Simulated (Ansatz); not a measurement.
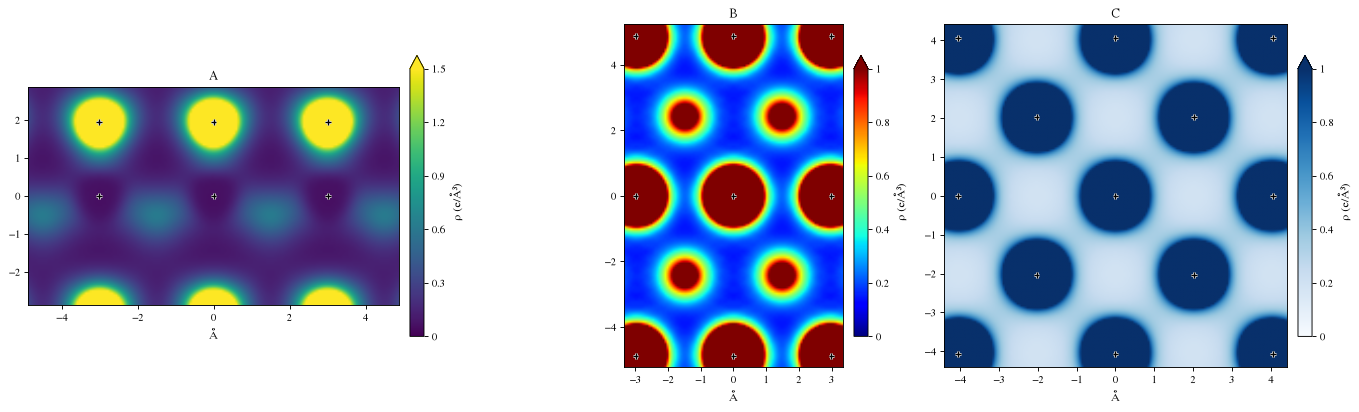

The valence electron density of 3 systems, each on a plane through atoms (crosses mark nuclei in the plane).

All numbers below come from DFT PBEsol, scalar-relativistic, plane waves, PAW (Ansatz 0.2.0).

System 1: AlN, the (100) plane of the conventional cell. Space group P6₃mc; changed on purpose from its base cell (strain -0.030 along x and y, +0.015 along z, atoms carried along); not relaxed (largest force 0.7 eV/Å); computed pressure about 12 GPa in this cell.

```
CELL_PARAMETERS angstrom
3.01767 0.00000 0.00000
-1.50884 2.61338 0.00000
0.00000 0.00000 5.05267
ATOMIC_POSITIONS crystal
Al 0.33333 0.66667 0.00000
Al 0.66667 0.33333 0.50000
N 0.33333 0.66667 0.38500
N 0.66667 0.33333 0.88500
```

System 2: Au, the (100) plane of the conventional cell. Space group P6₃/mmc; changed on purpose from its base cell (strain +0.030 along x and y, +0.000 along z, atoms carried along); computed pressure about −13 GPa in this cell.

System 3: W, the (100) plane of the conventional cell. Space group Fm-3m; computed pressure about −13 GPa in this cell.

```xyz
4
Lattice="4.0600 0.0000 0.0000 0.0000 4.0600 0.0000 0.0000 0.0000 4.0600" Properties=species:S:1:pos:R:3 pbc="T T T"
W     0.0000    0.0000    0.0000
W     2.0300    2.0300    0.0000
W     2.0300    0.0000    2.0300
W     0.0000    2.0300    2.0300
```

Which map belongs to which system?

Panel A is system 1, AlN: the plane holds Al and N. Al–N (1.95 Å): the density is about 0.61 e/Å³ at the midpoint. Panel B is system 2, Au: the plane holds Au. Au–Au (2.99 Å): the density is about 0.23 e/Å³ at the midpoint. Panel C is system 3, W: the plane holds W. W–W (2.87 Å): the density is about 0.34 e/Å³ at the midpoint.
